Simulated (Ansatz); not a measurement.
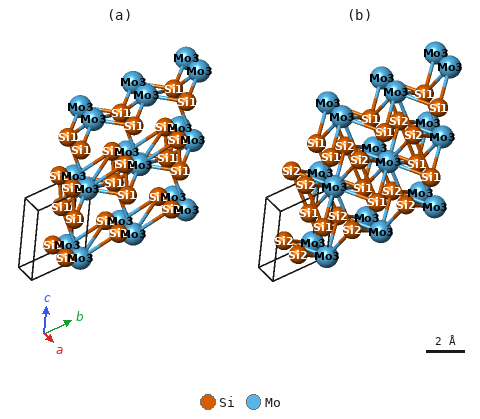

The structure of crystalline Si$_{2}$Mo (set up in P1) before (left) and after (right) a relaxation, at one scale.

The picture is a ball-and-stick view of the cell of the calculation, reduced to other axes, repeated 2 × 3 × 2 with one cell outlined, seen slightly off an axis. Lengths and directions refer to the drawn axes.

Case: all atoms moved at random, sigma 0.4 Å for each component, cell strained at random, sigma 0.03; relaxed back.

Theory: DFT PBE, scalar-relativistic, plane waves, PAW (Ansatz 0.2.0). Settings: plane-wave cutoff 420 eV; k-point mesh 14 × 14 × 14; occupations gaussian; smearing width 0.15 eV; no spin polarisation; cell and atoms relaxed; force threshold 0.01 eV/Å; at most 80 steps.

Describe what moved and what it gained.

Answer. Over 8 accepted moves (10 points after the start) the energy falls by 5833 meV per atom. The largest force component goes from 38 to 0.0001 eV/Å. The pressure goes from 182.08 to 0.00 GPa. At 2 points the geometry stayed and the basis and grid were re-selected for the new cell (energy shift of 0.8 meV per atom at most each time). The atom that moves furthest relative to the cell is Si2 (0.68 Å along [0 −3 2]). Largest moves by element: Si 0.68 Å, Mo 0.34 Å. The volume changes by +12.8 %, with a 2.939 → 3.217 Å (+9.4 %), b 3.152 → 3.217 Å (+2.1 %), c 4.443 → 4.547 Å (+2.3 %), α 69.5° → 69.3°, β 70.8° → 69.3°. Among the contacts that change: Si1–Si2 3.069 → 4.134 Å, Si2–Mo3 1.644 → 2.619 Å, Si1–Si2 (another image) 1.711 → 2.596 Å, Si1–Si2 (another image) 3.502 → 2.640 Å. New bonds form, among them: Si2–Mo3 (3.24 → 2.64 Å). Among the angles between lasting bonds that change: Mo3–Si2–Mo3 102.3° → 75.8°, Si2–Si1–Mo3 86.5° → 60.3°, Si2–Si1–Mo3 81.3° → 60.3°. The space group (tolerance 0.01 Å) goes from P1 (No. 1) to I4/mmm (No. 139). Cost: 5.4 min on 2 threads of Intel(R) Xeon(R) Platinum 8375C CPU @ 2.90GHz (Ice Lake), with other jobs on the host, peak memory 1.3 GiB.
